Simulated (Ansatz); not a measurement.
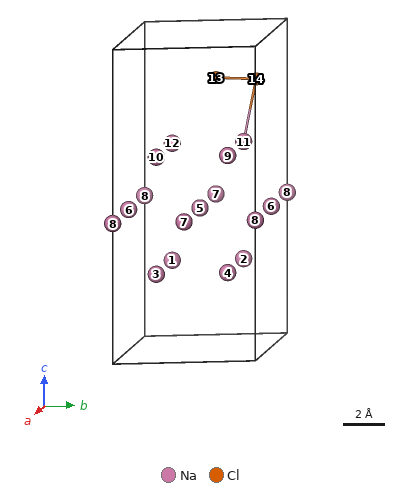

Figure 1. The structure as given in the input (ball-and-stick view of the cell of the calculation, with the vacuum cut short, seen slightly off an axis; atoms are numbered from 1 in the order of the input). An atom can appear more than once, as a periodic image.

**Geometry relaxation of Na6Cl (part 1 of 3)**

System: Na6Cl (slab, 14 atoms in the cell).
Method: DFT PBE+D3(BJ), scalar-relativistic, plane waves, PAW, no spin polarisation (Ansatz 0.2.0).

The structure derives from an entry of the Crystallography Open Database. The input holds or restrains some coordinates. Forces given for the steps count only the free coordinates. It belongs to a series of runs on one base structure; here: 1 Cl2 a cell, flat, over a bridge Na-Na site. Figures and captions count atoms from 1; the log counts them from 0 in places.

Input file
```yaml
crystal:
  lattice:
    - [7.0632143068, 0.0, 0.0]
    - [-2.3544047689, 6.6592623111, 0.0]
    - [0.0, 0.0, 23.7670903319]
  atoms:
    - { symbol: Na, position: [0.25, 0.25, 0.3365998903] }
    - { symbol: Na, position: [0.25, 0.75, 0.3365998903] }
    - { symbol: Na, position: [0.75, 0.25, 0.3365998903] }
    - { symbol: Na, position: [0.75, 0.75, 0.3365998903] }
    - { symbol: Na, position: [0.5, 0.5, 0.4601757181] }
    - { symbol: Na, position: [0.5, 0.0, 0.4601757181] }
    - { symbol: Na, position: [0.0, 0.5, 0.4601757181] }
    - { symbol: Na, position: [0.0, 0.0, 0.4601757181] }
    - { symbol: Na, position: [0.75, 0.75, 0.5837340178] }
    - { symbol: Na, position: [0.75, 0.25, 0.5837340178] }
    - { symbol: Na, position: [0.25, 0.75, 0.5837340178] }
    - { symbol: Na, position: [0.25, 0.25, 0.5837340178] }
    - { symbol: Cl, position: [1.0, 0.5, 0.705751478] }
    - { symbol: Cl, position: [1.0815119583, 0.7994232976, 0.705751478] }
basis:
  ecutwfc: 420
kpoints:
  mp_grid: { grid: [3, 3, 1] }
hamiltonian:
  xc: pbe
  dispersion: d3bj
scf:
  occupations: { method: gaussian, width: 0.1 }
output:
  forces: true
  eigenvalues: true
  write_density: true
  write_potential: true
  elf: true
  volumetric_format: npy
relax:
  adjacent_minimum: "off"
  f_tol: 0.04
  max_steps: 100
  constraints: [{ sites: [0, 1, 2, 3] }]
efield:
  axis: 3
  dipole_correction: true
  ramp_width: 0.04
```

Machine: 4 threads of Arm Neoverse V1, 24 GiB of memory available, shared host.

Launched with:
```bash
ansatz run input.yaml --threads 4 --pin off --max-ram 10240MiB --backend cpu --events-out ev --progress --plain --runs-dir out
```

Output
```
Engine: ansatz 0.2.0, aarch64-unknown-linux-gnu
Pseudopotentials: kind: paw
Pseudopotential: Na, paw, valence charge 9, recommended cutoff 420 eV (normal), Na.paw.azcp
Pseudopotential: Cl, paw, valence charge 7, recommended cutoff 420 eV (normal), Cl.paw.azcp
Functional definition: PBE
  parameter kappa = 0.804
  parameter beta = 0.06672455060314922
  exchange = pbe_x(kappa = kappa, mu = beta*pi^2/3)
  correlation = pbe_c(beta = beta)
Crystal: 14 atoms, lattice volume = 1117.904 Å³
Basis set: ecut = 420 eV, 21889 PW (Γ), exchange–correlation on 96×96×320 points (8 copies of the dense FFT grid, shifted against one another)
Bands: 75, of which v1, the nominal top of the filled ones, is band 61 counted from 1 (60 counted from 0)
Symmetry: 1 space group operations
Space group: P1 (ITA 1), of the structure as read, at distance tolerance 1.0e-4 Å
k-points: 5 of 9 (time reversal used)
Non-local potential: Na, projectors of the file, l = 0: 3, l = 1: 2, l = 2: 1
Non-local potential: Cl, projectors of the file, l = 0: 2, l = 1: 2, l = 2: 2
PAW form: soft (Blöchl's): semilocal exchange-correlation on the pseudo side does not see the compensation charge
PAW one-centre angular grid: Na, 110 points (default); XC on 64 Gauss nodes
PAW one-centre angular grid: Cl, 110 points (default); XC on 64 Gauss nodes
Initial density: superposition of atomic densities (neutral atoms: chi_scale 0, normalization atom), corrected by the library's trained network
Initial wavefunctions: pseudopotential atomic-orbital guess
Functional: x = pbe(κ = 0.804, μ = 0.2195149727645171), c = pbe(β = 0.06672455060314922)
SCF iter   1: F=—  HF=-19996.917895 eV  |F-HF|=—  |Δ(HF+E_count)|=         —  Δρ=5.76e-3  dr2=3.64e0  ethr=1.77e-3  p=-0.253 e·Å  D=-4.10e-2 V/Å  ΔV_dip=0.97 eV  dr2_dipole=1.88e0  V_vac-E_F(+/−)=4.01/3.04 eV  ⟨swp⟩=14.4  Hψ=2146  notcnv=0
efield: sawtooth ramp at fractional position 0.0012 (placed from the atoms, in the widest stretch of the axis that holds none; the zero of the levels goes with the place), width 0.0400; the density the first Hamiltonian is built on has a dipole p = -0.253 e·Å; the dipole correction subtracts the counter field D = -4.10e-2 V/Å, which shifts the + side's vacuum level by +0.97 eV against the − side's; the planar-averaged density in the ramp window peaks in size at 1.8e-5 e/Å³
preconditioner: auto → LDOS  [metal: Δε(μ)=0.073 eV  Ē_g=4.755 eV  σ=0.100 eV  W_gap=0.37  n_scr=126 (ndim 8)  ℏωp=5.2 eV  f_vac=0.528  D(μ)=13.26/eV (n_scr^D=60)  β→1.0]
SCF iter   2: F=—  HF=-19996.814800 eV  |F-HF|=—  |Δ(HF+E_count)|=   1.03e-1  Δρ=1.03e-3  dr2=9.85e-2  ethr=1.77e-3  p=-0.325 e·Å  D=-5.27e-2 V/Å  ΔV_dip=1.25 eV  dr2_dipole=5.80e-2  V_vac-E_F(+/−)=4.29/3.03 eV  ⟨swp⟩=2.0  Hψ=448  notcnv=0  defer=18
SCF iter   3: F=—  HF=-19996.823754 eV  |F-HF|=—  |Δ(HF+E_count)|=   8.95e-3  Δρ=4.85e-4  dr2=3.69e-3  ethr=8.07e-5  p=-0.340 e·Å  D=-5.51e-2 V/Å  ΔV_dip=1.31 eV  dr2_dipole=1.15e-4  V_vac-E_F(+/−)=4.33/3.02 eV  ⟨swp⟩=2.0  Hψ=421  notcnv=0  defer=28
SCF iter   4: F=—  HF=-19996.822491 eV  |F-HF|=—  |Δ(HF+E_count)|=   1.26e-3  Δρ=1.42e-4  dr2=4.28e-4  ethr=3.02e-6  p=-0.334 e·Å  D=-5.41e-2 V/Å  ΔV_dip=1.29 eV  dr2_dipole=1.29e-5  V_vac-E_F(+/−)=4.32/3.03 eV  ⟨swp⟩=2.0  Hψ=433  notcnv=0  defer=23
SCF iter   5: F=—  HF=-19996.822534 eV  |F-HF|=—  |Δ(HF+E_count)|=   4.32e-5  Δρ=3.27e-5  dr2=4.14e-5  ethr=3.51e-7  p=-0.333 e·Å  D=-5.39e-2 V/Å  ΔV_dip=1.28 eV  dr2_dipole=3.56e-6  V_vac-E_F(+/−)=4.32/3.04 eV  ⟨swp⟩=2.0  Hψ=408  notcnv=0  defer=23
SCF iter   6: F=-19996.822529 eV  HF=-19996.822538 eV  |F-HF|=9.72e-6  |Δ(HF+E_count)|=   4.55e-6  Δρ=1.72e-5  dr2=1.04e-5  ethr=3.28e-8  p=-0.332 e·Å  D=-5.37e-2 V/Å  ΔV_dip=1.28 eV  dr2_dipole=4.27e-6  V_vac-E_F(+/−)=4.32/3.05 eV  ⟨swp⟩=23.8  Hψ=3648  notcnv=0
SCF 1 converged in 6 iterations: F = -19996.822529 eV  dr2 = 1.04e-5
  greatest PAW one-centre occupation: 0.999 electrons in one spin orbital (limit 2), on the Na atom at site 3 (counted from 0), in its partial waves of l = 0
relax step   1: F+E_penalty+E_count = -19996.82252872 eV  Δ(F+E_penalty+E_count) = +0.000e0 eV  max|allowed force component| = 3.930e0 eV/Å  Δτ_max = 0.0000 Å  (6 SCF iters, dr2 threshold 4.00e-5 eV, accepted)
Initial density: handed on by an earlier stage of this run
Initial wavefunctions: those handed on with the density
SCF iter   1: F=—  HF=-19998.633297 eV  |F-HF|=—  |Δ(HF+E_count)|=         —  Δρ=1.30e-2  dr2=1.20e1  ethr=3.10e-3  p=-0.332 e·Å  D=-5.37e-2 V/Å  ΔV_dip=1.28 eV  dr2_dipole=5.09e0  V_vac-E_F(+/−)=4.46/3.18 eV  ⟨swp⟩=3.2  Hψ=708  notcnv=0  defer=22
efield: sawtooth ramp at fractional position 0.0012 (handed on by an earlier solve), width 0.0400; the density the first Hamiltonian is built on has a dipole p = -0.332 e·Å; the dipole correction subtracts the counter field D = -5.37e-2 V/Å, which shifts the + side's vacuum level by +1.28 eV against the − side's; the planar-averaged density in the ramp window peaks in size at 1.2e-5 e/Å³
preconditioner: auto → LDOS  [metal: Δε(μ)=0.014 eV  Ē_g=4.702 eV  σ=0.100 eV  W_gap=0.08  n_scr=126 (ndim 8)  ℏωp=5.2 eV  f_vac=0.527  D(μ)=11.89/eV (n_scr^D=52)  β→1.0]
SCF iter   2: F=—  HF=-20000.276908 eV  |F-HF|=—  |Δ(HF+E_count)|=    1.64e0  Δρ=1.78e-2  dr2=1.70e1  ethr=3.10e-3  p=-0.913 e·Å  D=-1.48e-1 V/Å  ΔV_dip=3.51 eV  dr2_dipole=6.18e0  V_vac-E_F(+/−)=6.35/2.83 eV  ⟨swp⟩=3.2  Hψ=555  notcnv=0  defer=30
SCF iter   3: F=—  HF=-19998.384335 eV  |F-HF|=—  |Δ(HF+E_count)|=    1.89e0  Δρ=1.15e-2  dr2=7.92e0  ethr=3.10e-3  p=-0.717 e·Å  D=-1.16e-1 V/Å  ΔV_dip=2.76 eV  dr2_dipole=3.35e0  V_vac-E_F(+/−)=5.62/2.86 eV  ⟨swp⟩=2.0  Hψ=529  notcnv=0  defer=28
SCF iter   4: F=—  HF=-19997.587195 eV  |F-HF|=—  |Δ(HF+E_count)|=   7.97e-1  Δρ=1.28e-3  dr2=1.02e-1  ethr=3.10e-3  p=-0.532 e·Å  D=-8.60e-2 V/Å  ΔV_dip=2.04 eV  dr2_dipole=5.47e-2  V_vac-E_F(+/−)=5.12/3.08 eV  ⟨swp⟩=1.2  Hψ=436  notcnv=0  defer=30
SCF iter   5: F=—  HF=-19997.588764 eV  |F-HF|=—  |Δ(HF+E_count)|=   1.57e-3  Δρ=1.79e-3  dr2=2.49e-1  ethr=8.35e-5  p=-0.534 e·Å  D=-8.65e-2 V/Å  ΔV_dip=2.05 eV  dr2_dipole=1.33e-1  V_vac-E_F(+/−)=5.12/3.06 eV  ⟨swp⟩=2.0  Hψ=480  notcnv=0  defer=31
SCF iter   6: F=—  HF=-19997.583808 eV  |F-HF|=—  |Δ(HF+E_count)|=   4.96e-3  Δρ=1.14e-3  dr2=8.42e-2  ethr=8.35e-5  p=-0.571 e·Å  D=-9.25e-2 V/Å  ΔV_dip=2.20 eV  dr2_dipole=3.51e-2  V_vac-E_F(+/−)=5.20/3.00 eV  ⟨swp⟩=1.2  Hψ=345  notcnv=0  defer=31
SCF iter   7: F=—  HF=-19997.581514 eV  |F-HF|=—  |Δ(HF+E_count)|=   2.29e-3  Δρ=3.65e-4  dr2=1.03e-2  ethr=6.90e-5  p=-0.562 e·Å  D=-9.10e-2 V/Å  ΔV_dip=2.16 eV  dr2_dipole=5.48e-3  V_vac-E_F(+/−)=5.18/3.02 eV  ⟨swp⟩=1.0  Hψ=344  notcnv=0  defer=31
SCF iter   8: F=—  HF=-19997.581234 eV  |F-HF|=—  |Δ(HF+E_count)|=   2.80e-4  Δρ=1.35e-4  dr2=1.50e-3  ethr=8.42e-6  p=-0.566 e·Å  D=-9.16e-2 V/Å  ΔV_dip=2.18 eV  dr2_dipole=8.64e-4  V_vac-E_F(+/−)=5.19/3.01 eV  ⟨swp⟩=1.0  Hψ=344  notcnv=0  defer=31
SCF iter   9: F=-19997.581123 eV  HF=-19997.581179 eV  |F-HF|=5.59e-5  |Δ(HF+E_count)|=   5.49e-5  Δρ=4.09e-5  dr2=5.84e-5  ethr=8.20e-8  p=-0.570 e·Å  D=-9.23e-2 V/Å  ΔV_dip=2.19 eV  dr2_dipole=1.15e-5  V_vac-E_F(+/−)=5.19/3.00 eV  ⟨swp⟩=23.4  Hψ=3569  notcnv=0
SCF 2 converged in 9 iterations: F = -19997.581123 eV  dr2 = 5.84e-5
  greatest PAW one-centre occupation: 0.999 electrons in one spin orbital (limit 2), on the Na atom at site 2 (counted from 0), in its partial waves of l = 0
relax step   2: F+E_penalty+E_count = -19997.58112270 eV  Δ(F+E_penalty+E_count) = -7.586e-1 eV  max|allowed force component| = 2.742e0 eV/Å  Δτ_max = 0.1807 Å  (9 SCF iters, dr2 threshold 1.00e-4 eV, accepted)
[... from here on the SCF iterations and repeated set-up lines of each step are left out, up to the last step ...]
SCF 3 converged in 10 iterations: F = -19998.470032 eV  dr2 = 1.75e-5
relax step   3: F+E_penalty+E_count = -19998.47003154 eV  Δ(F+E_penalty+E_count) = -8.889e-1 eV  max|allowed force component| = 1.977e0 eV/Å  Δτ_max = 0.1984 Å  (10 SCF iters, dr2 threshold 1.00e-4 eV, accepted)
SCF 4 converged in 10 iterations: F = -19999.384995 eV  dr2 = 6.76e-6
relax step   4: F+E_penalty+E_count = -19999.38499502 eV  Δ(F+E_penalty+E_count) = -9.150e-1 eV  max|allowed force component| = 1.375e0 eV/Å  Δτ_max = 0.1947 Å  (10 SCF iters, dr2 threshold 1.00e-4 eV, accepted)
SCF 5 converged in 9 iterations: F = -20000.264557 eV  dr2 = 1.05e-6
relax step   5: F+E_penalty+E_count = -20000.26455657 eV  Δ(F+E_penalty+E_count) = -8.796e-1 eV  max|allowed force component| = 1.544e0 eV/Å  Δτ_max = 0.1933 Å  (9 SCF iters, dr2 threshold 1.00e-4 eV, accepted)
SCF 6 converged in 5 iterations: F = -20001.071742 eV  dr2 = 2.89e-5
relax step   6: F+E_penalty+E_count = -20001.07174229 eV  Δ(F+E_penalty+E_count) = -8.072e-1 eV  max|allowed force component| = 1.163e0 eV/Å  Δτ_max = 0.1951 Å  (5 SCF iters, dr2 threshold 1.00e-4 eV, accepted)
SCF 7 converged in 6 iterations: F = -20001.558635 eV  dr2 = 3.49e-6
relax step   7: F+E_penalty+E_count = -20001.55863501 eV  Δ(F+E_penalty+E_count) = -4.869e-1 eV  max|allowed force component| = 8.771e-1 eV/Å  Δτ_max = 0.2000 Å  (6 SCF iters, dr2 threshold 1.00e-4 eV, accepted)
SCF 8 converged in 6 iterations: F = -20001.994513 eV  dr2 = 7.29e-6
relax step   8: F+E_penalty+E_count = -20001.99451320 eV  Δ(F+E_penalty+E_count) = -4.359e-1 eV  max|allowed force component| = 4.917e-1 eV/Å  Δτ_max = 0.1938 Å  (6 SCF iters, dr2 threshold 1.00e-4 eV, accepted)
SCF 9 converged in 6 iterations: F = -20002.138263 eV  dr2 = 5.17e-6
relax step   9: F+E_penalty+E_count = -20002.13826296 eV  Δ(F+E_penalty+E_count) = -1.437e-1 eV  max|allowed force component| = 3.305e-1 eV/Å  Δτ_max = 0.2000 Å  (6 SCF iters, dr2 threshold 7.60e-5 eV, accepted)
SCF 10 converged in 6 iterations: F = -20002.268789 eV  dr2 = 1.29e-5
relax step  10: F+E_penalty+E_count = -20002.26878947 eV  Δ(F+E_penalty+E_count) = -1.305e-1 eV  max|allowed force component| = 1.778e-1 eV/Å  Δτ_max = 0.1934 Å  (6 SCF iters, dr2 threshold 3.43e-5 eV, accepted)
SCF 11 converged in 6 iterations: F = -20002.371579 eV  dr2 = 8.20e-6
relax step  11: F+E_penalty+E_count = -20002.37157884 eV  Δ(F+E_penalty+E_count) = -1.028e-1 eV  max|allowed force component| = 1.636e-1 eV/Å  Δτ_max = 0.2000 Å  (6 SCF iters, dr2 threshold 9.16e-6 eV, accepted)
SCF 12 converged in 6 iterations: F = -20002.424257 eV  dr2 = 5.18e-6
relax step  12: F+E_penalty+E_count = -20002.42425669 eV  Δ(F+E_penalty+E_count) = -5.268e-2 eV  max|allowed force component| = 1.463e-1 eV/Å  Δτ_max = 0.1946 Å  (6 SCF iters, dr2 threshold 7.75e-6 eV, accepted)
SCF 13 converged in 6 iterations: F = -20002.456653 eV  dr2 = 5.40e-6
relax step  13: F+E_penalty+E_count = -20002.45665338 eV  Δ(F+E_penalty+E_count) = -3.240e-2 eV  max|allowed force component| = 5.659e-2 eV/Å  Δτ_max = 0.2000 Å  (6 SCF iters, dr2 threshold 1.71e-5 eV, accepted)
SCF 14 converged in 8 iterations: F = -20002.480847 eV  dr2 = 5.24e-8
relax step  14: F+E_penalty+E_count = -20002.48084720 eV  Δ(F+E_penalty+E_count) = -2.419e-2 eV  max|allowed force component| = 1.397e-1 eV/Å  Δτ_max = 0.1953 Å  (8 SCF iters, accepted)
SCF 15 converged in 7 iterations: F = -20002.529850 eV  dr2 = 1.07e-6
relax step  15: F+E_penalty+E_count = -20002.52985036 eV  Δ(F+E_penalty+E_count) = -4.900e-2 eV  max|allowed force component| = 1.448e-1 eV/Å  Δτ_max = 0.1974 Å  (7 SCF iters, dr2 threshold 2.92e-6 eV, accepted)
SCF 16 converged in 6 iterations: F = -20002.591215 eV  dr2 = 3.19e-6
relax step  16: F+E_penalty+E_count = -20002.59121495 eV  Δ(F+E_penalty+E_count) = -6.136e-2 eV  max|allowed force component| = 7.948e-2 eV/Å  Δτ_max = 0.2000 Å  (6 SCF iters, dr2 threshold 2.10e-5 eV, accepted)
SCF 17 converged in 7 iterations: F = -20002.614332 eV  dr2 = 3.09e-7
relax step  17: F+E_penalty+E_count = -20002.61433220 eV  Δ(F+E_penalty+E_count) = -2.312e-2 eV  max|allowed force component| = 3.482e-2 eV/Å  Δτ_max = 0.2000 Å  (7 SCF iters, dr2 threshold 1.90e-6 eV, accepted)
SCF 18 converged in 3 iterations: F = -20002.614332 eV  dr2 = 2.62e-8
relax step  18: F+E_penalty+E_count = -20002.61433236 eV  Δ(F+E_penalty+E_count) = -1.583e-7 eV  max|allowed force component| = 3.482e-2 eV/Å  Δτ_max = 0.0000 Å  (3 SCF iters, accepted)
SCF 19 converged in 8 iterations: F = -20002.622231 eV  dr2 = 1.77e-8
relax step  19: F+E_penalty+E_count = -20002.62223087 eV  Δ(F+E_penalty+E_count) = -7.899e-3 eV  max|allowed force component| = 6.530e-2 eV/Å  Δτ_max = 0.1950 Å  (8 SCF iters, accepted)
SCF 20 converged in 6 iterations: F = -20002.611735 eV  dr2 = 9.98e-7
relax step  20: F+E_penalty+E_count = -20002.61173495 eV  Δ(F+E_penalty+E_count) = +1.050e-2 eV  max|allowed force component| = 1.376e-1 eV/Å  Δτ_max = 0.1923 Å  (6 SCF iters, dr2 threshold 4.26e-6 eV, rejected (line search))
SCF iter   1: F=—  HF=-20002.625731 eV  |F-HF|=—  |Δ(HF+E_count)|=         —  Δρ=6.14e-4  dr2=9.15e-3  ethr=7.67e-5  p=-0.211 e·Å  D=-3.42e-2 V/Å  ΔV_dip=0.81 eV  dr2_dipole=5.04e-4  V_vac-E_F(+/−)=3.70/2.88 eV  ⟨swp⟩=5.0  Hψ=924  notcnv=0  defer=29
efield: sawtooth ramp at fractional position 0.0012 (handed on by an earlier solve), width 0.0400; the density the first Hamiltonian is built on has a dipole p = -0.211 e·Å; the dipole correction subtracts the counter field D = -3.42e-2 V/Å, which shifts the + side's vacuum level by +0.81 eV against the − side's; the planar-averaged density in the ramp window peaks in size at 1.0e-5 e/Å³
preconditioner: auto → LDOS  [insulator: Δε(μ)=0.120 eV  Ē_g=4.834 eV  σ=0.100 eV  W_gap=0.59  n_scr=126 (ndim 8)  ℏωp=5.2 eV  f_vac=0.564  D(μ)=5.59/eV (n_scr^D=10)  ε∞_Penn≈2.2  β→1.0]
SCF iter   2: F=—  HF=-20002.626519 eV  |F-HF|=—  |Δ(HF+E_count)|=   7.88e-4  Δρ=4.87e-4  dr2=6.19e-3  ethr=7.50e-6  p=-0.196 e·Å  D=-3.17e-2 V/Å  ΔV_dip=0.75 eV  dr2_dipole=5.72e-4  V_vac-E_F(+/−)=3.65/2.89 eV  ⟨swp⟩=2.0  Hψ=500  notcnv=0  defer=32
SCF iter   3: F=—  HF=-20002.624790 eV  |F-HF|=—  |Δ(HF+E_count)|=   1.73e-3  Δρ=1.21e-4  dr2=5.75e-4  ethr=5.07e-6  p=-0.202 e·Å  D=-3.27e-2 V/Å  ΔV_dip=0.78 eV  dr2_dipole=6.04e-5  V_vac-E_F(+/−)=3.67/2.89 eV  ⟨swp⟩=2.0  Hψ=403  notcnv=0  defer=32
SCF iter   4: F=—  HF=-20002.624742 eV  |F-HF|=—  |Δ(HF+E_count)|=   4.79e-5  Δρ=4.03e-5  dr2=5.99e-5  ethr=4.71e-7  p=-0.202 e·Å  D=-3.26e-2 V/Å  ΔV_dip=0.78 eV  dr2_dipole=6.73e-6  V_vac-E_F(+/−)=3.66/2.89 eV  ⟨swp⟩=2.0  Hψ=403  notcnv=0  defer=32
SCF iter   5: F=—  HF=-20002.624826 eV  |F-HF|=—  |Δ(HF+E_count)|=   8.34e-5  Δρ=2.83e-5  dr2=1.61e-5  ethr=4.91e-8  p=-0.202 e·Å  D=-3.27e-2 V/Å  ΔV_dip=0.78 eV  dr2_dipole=5.67e-8  V_vac-E_F(+/−)=3.67/2.89 eV  ⟨swp⟩=2.0  Hψ=410  notcnv=0  defer=32
SCF iter   6: F=—  HF=-20002.624822 eV  |F-HF|=—  |Δ(HF+E_count)|=   3.16e-6  Δρ=4.62e-6  dr2=5.08e-7  ethr=1.32e-8  p=-0.202 e·Å  D=-3.27e-2 V/Å  ΔV_dip=0.78 eV  dr2_dipole=3.78e-8  V_vac-E_F(+/−)=3.67/2.89 eV  ⟨swp⟩=2.0  Hψ=408  notcnv=0  defer=32
SCF iter   7: F=-20002.624823 eV  HF=-20002.624823 eV  |F-HF|=1.72e-8  |Δ(HF+E_count)|=   5.93e-7  Δρ=2.11e-6  dr2=9.52e-8  ethr=8.20e-11  p=-0.202 e·Å  D=-3.26e-2 V/Å  ΔV_dip=0.78 eV  dr2_dipole=2.60e-10  V_vac-E_F(+/−)=3.66/2.89 eV  ⟨swp⟩=17.6  Hψ=2608  notcnv=0
SCF 21 converged in 7 iterations: F = -20002.624823 eV  dr2 = 9.52e-8
relax step  21: F+E_penalty+E_count = -20002.62482293 eV  Δ(F+E_penalty+E_count) = -2.592e-3 eV  max|allowed force component| = 1.351e-2 eV/Å  Δτ_max = 0.0457 Å  (7 SCF iters, accepted)
```

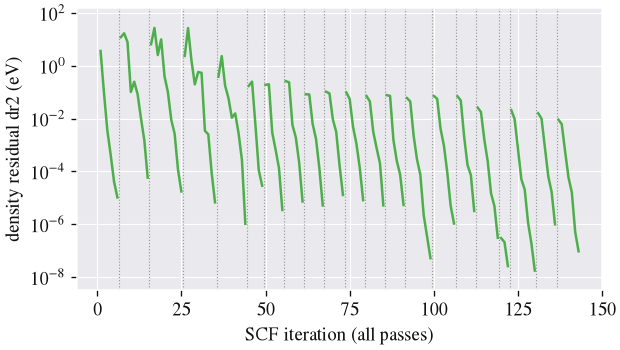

Figure 2. Convergence of the self-consistent field: density residual dr2 against the SCF iteration. The dotted lines part the SCF passes of the relaxation: geometry steps, rejected trials and re-solves on a re-selected basis. The 21 passes take 3 to 10 iterations each, 143 in all.

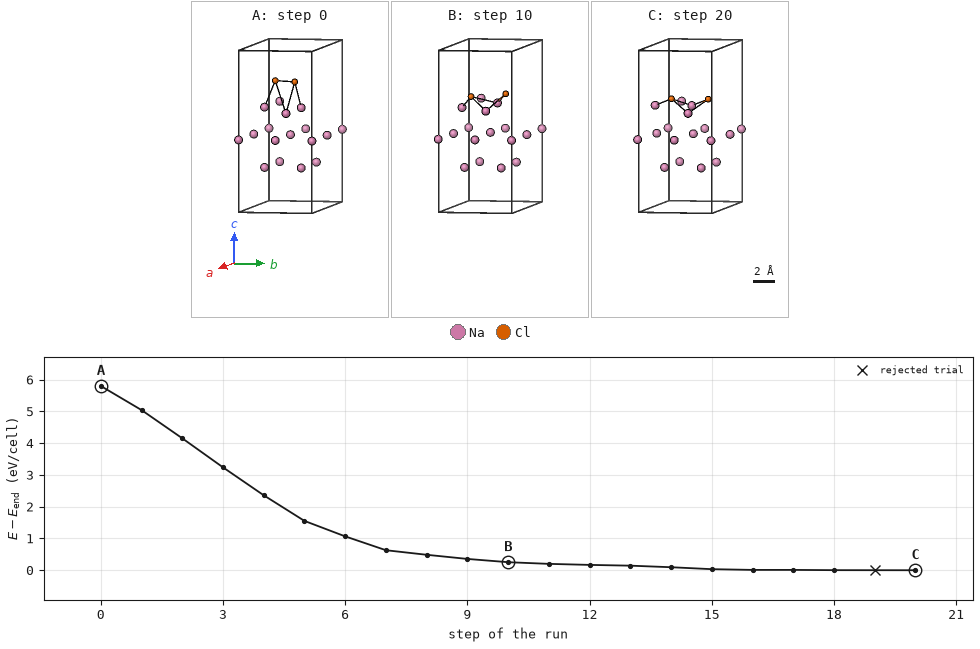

Figure 3. Frames of the restrained relaxation (ball-and-stick view of the cell of the calculation, with the vacuum cut short, seen slightly off an axis) above the curves, on which the letters mark them (the first geometry is step 0 here and step 1 in the log).
